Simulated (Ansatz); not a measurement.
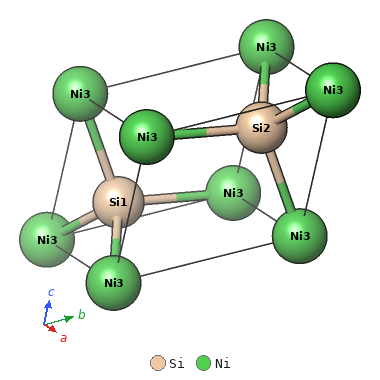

The system is Si₂Ni (Fm-3m, No. 225; 3 atoms in the cell); the picture shows the reference structure. The energy is mapped over volume and a fixed ferromagnetic moment. The first coordinate is: volume per atom; the second: total spin moment of the cell, held fixed. Nothing is relaxed (shape and fractional coordinates fixed). Grid: 7 × 9 points. Points are written as (first, second). Energies are in meV/atom, from the lowest grid point. The moment is held fixed and parallel; antiferromagnetic orders weren't tried. Computed with DFT PBE, scalar-relativistic, plane waves, PAW in Ansatz. Settings: cutoff 520 eV, k-mesh 14×14×14, gaussian smearing 0.15 eV.

Its coordinates:

```xyz
3
Lattice="0.0000 2.7232 2.7232 2.7232 0.0000 2.7232 2.7232 2.7232 0.0000" Properties=species:S:1:pos:R:3 pbc="T T T"
Si    1.3616    1.3616    1.3616
Si    4.0848    4.0848    4.0848
Ni    0.0000    0.0000    0.0000
```

Range: volume per atom from 11.04 to 15.89 Å³; total spin moment of the cell, held fixed from 0.000 to 1.000 μB.

What landscape does the calculation give?

The lowest grid point is at (13.46 Å³, 0.000 μB). It lies on the edge of the map, which is a mirror line here (the non-magnetic state). The highest grid point, (11.04 Å³, 1.000 μB), lies 524 meV/atom above the lowest.

| second ↓, first → | 11.04 | 11.85 | 12.65 | 13.46 | 14.27 | 15.08 | 15.89 |
| --- | --- | --- | --- | --- | --- | --- | --- |
| 1.000 | 524 | 321 | 211 | 167 | 170 | 208 | 268 |
| 0.875 | 472 | 274 | 168 | 128 | 135 | 176 | 239 |
| 0.750 | 424 | 231 | 130 | 94 | 104 | 148 | 214 |
| 0.625 | 382 | 194 | 96 | 64 | 78 | 124 | 192 |
| 0.500 | 345 | 161 | 68 | 40 | 56 | 104 | 175 |
| 0.375 | 316 | 137 | 47 | 22 | 40 | 90 | 162 |
| 0.250 | 296 | 120 | 34 | 10 | 29 | 80 | 153 |
| 0.125 | 287 | 113 | 27 | 3 | 22 | 74 | 147 |
| 0.000 | 284 | 110 | 24 | 0 | 20 | 71 | 145 |

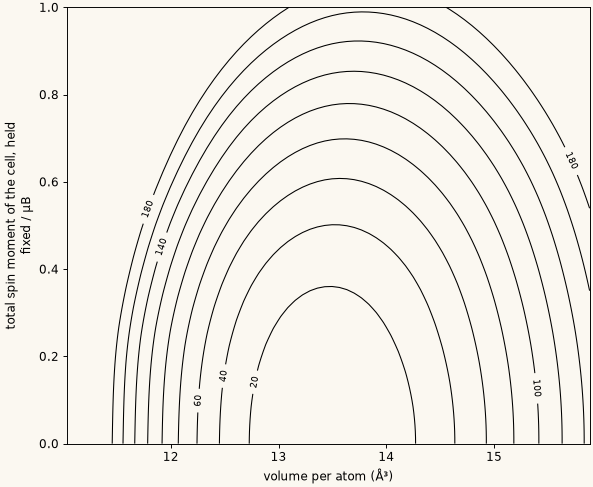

Drawn: contour lines labelled in meV/atom (none above 180). Between grid points the surface is interpolated.

Time for the 63 points that were run: 15 min on 2 threads of Arm Neoverse N1, on a shared host.

PAW datasets: the set soft_1.
